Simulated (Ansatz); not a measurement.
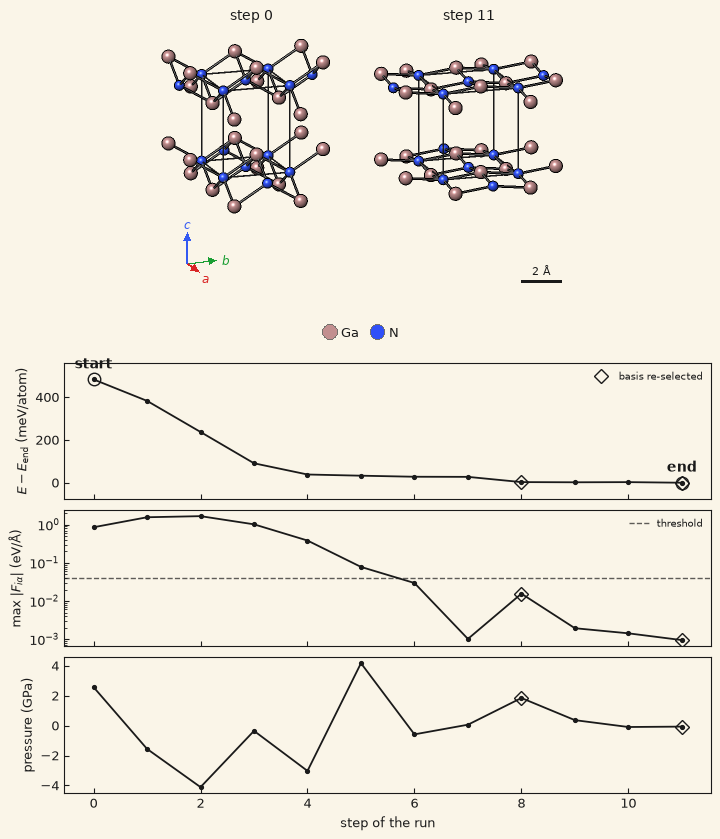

First and last geometry of a relaxation of solid GaN (a generated structure, set up in P4/nmm) (coarse preliminary run), with the history of the run. A ball-and-stick model of the cell of the calculation, seen slightly off an axis.

The calculation used DFT PBE, scalar-relativistic, plane waves, PAW (Ansatz). (plane-wave cutoff 420 eV; k-point mesh 6 × 6 × 4; occupations gaussian; smearing width 0.1 eV; no spin polarisation; cell and atoms relaxed; force threshold 0.04 eV/Å; at most 70 steps)

Read the history and describe the run.

It converged. The largest moves relative to the cell, 0.80 Å, are those of Ga atoms. N stays in place. The volume changes by +26.2 %, with a = b 3.505 → 3.961 Å (+13.0 %), c 4.492 → 4.440 Å (−1.2 %). Near-neighbour distances that change, for instance: Ga–N 2.047 → 1.995 Å. Bond angles that change, for instance: Ga–N–Ga 117.8° → 166.2°, N–Ga–N 117.8° → 166.2°, Ga–N–Ga 105.5° → 90.8°. The space group stays P4/nmm (No. 129). After 9 accepted moves (11 points after the start) the energy has fallen by 483 meV per atom. Largest force component: 0.85 eV/Å at the start, 0.00095 eV/Å at the end. The pressure goes from 2.57 to −0.07 GPa. At 2 points the geometry stayed and the basis and grid were re-selected for the new cell (energy shift of 24.5 meV per atom at most each time). The run took 60 s on 1 thread of Arm Neoverse N1 (shared host), peak memory 0.34 GiB.
